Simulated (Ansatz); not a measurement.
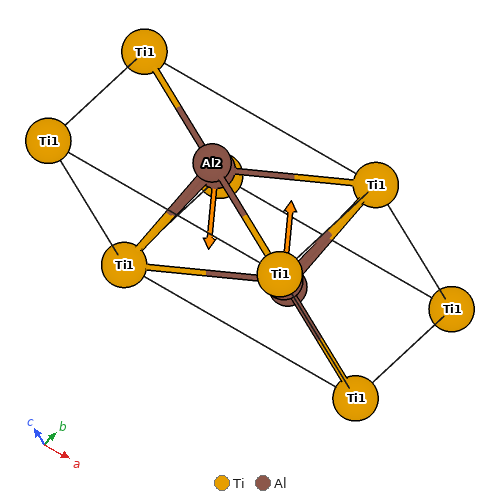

Two computed energy maps of cells of TiAl₃. The picture above is the structure of the first map; orange arrows give the pattern of the mode.

Map 1

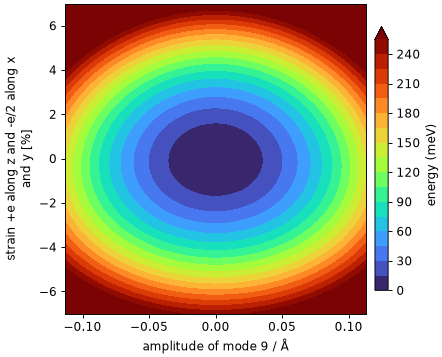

TiAl₃ (I4/mmm, No. 139; 4 atoms in the cell). The energy is mapped over a normal mode and a strain (zone-centre modes of the 4-atom cell of this scan) (x along [1 0 0], y along [0 1 0], z along [0 0 1] of the conventional cell). The first coordinate is: amplitude of mode 9 (343 cm⁻¹), largest displacement in the unstrained cell; the second: strain +e along z and -e/2 along x and y. Nothing is relaxed (the pattern is fixed in fractional coordinates). The grid has 7 × 7 points; 28 points were computed and 21 follow by symmetry. Points are written as (first, second). Energies: meV per cell, counted from the lowest grid point. These are results of DFT PBEsol, scalar-relativistic, plane waves, PAW in Ansatz 0.2.0, not measurements. Settings: cutoff 520 eV, k-mesh 14×14×14, gaussian smearing 0.15 eV, no spin polarisation.

The picture shows filled contours, one colour for all values above the top of the scale. Between grid points the surface is interpolated.

Map 2

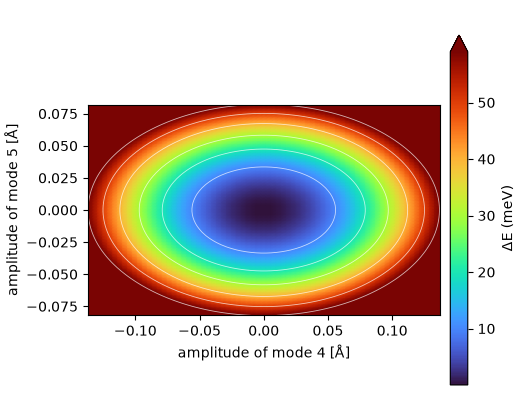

TiAl3 (I4/mmm, No. 139; 4 atoms in the cell). The energy is mapped over two normal modes frozen in (zone-centre modes of the 4-atom cell of this scan). The first coordinate is: amplitude of mode 4 (204 cm⁻¹), largest displacement; the second: amplitude of mode 5 (228 cm⁻¹), largest displacement. Nothing is relaxed (the cell and all other modes fixed). The grid has 7 × 7 points; 16 points were computed and 33 follow by symmetry. Points are written as (first, second). All energies are given in meV per cell relative to the lowest grid point. Theory: Ansatz, DFT PBEsol, scalar-relativistic, plane waves, PAW. Settings: cutoff 520 eV, k-mesh 14×14×14, gaussian smearing 0.15 eV, no spin polarisation.

In the figure: a smooth colour map with a few white contour lines, one colour for all values above the top of the scale. Between grid points the surface is interpolated.

> What does each map show?

Map 1: The lowest grid point is at (0.000 Å, 0.00 %). No other kind of well shows on this grid. The highest grid point, (−0.113 Å, 7.00 %), lies 464 meV above the lowest.
Map 2: The lowest grid point is at (0.000 Å, 0.000 Å). No other kind of well shows on this grid. The highest grid point, (−0.137 Å, −0.082 Å), lies 123 meV above the lowest.

> Maps 1, 2 start from a relaxed reference structure. Do they show a way to lower its energy?

No. In each of them the reference is the lowest point, within the accuracy of the grid, so it is stable against the distortions scanned (other distortions weren't tried).

PAW datasets: the set soft_1.
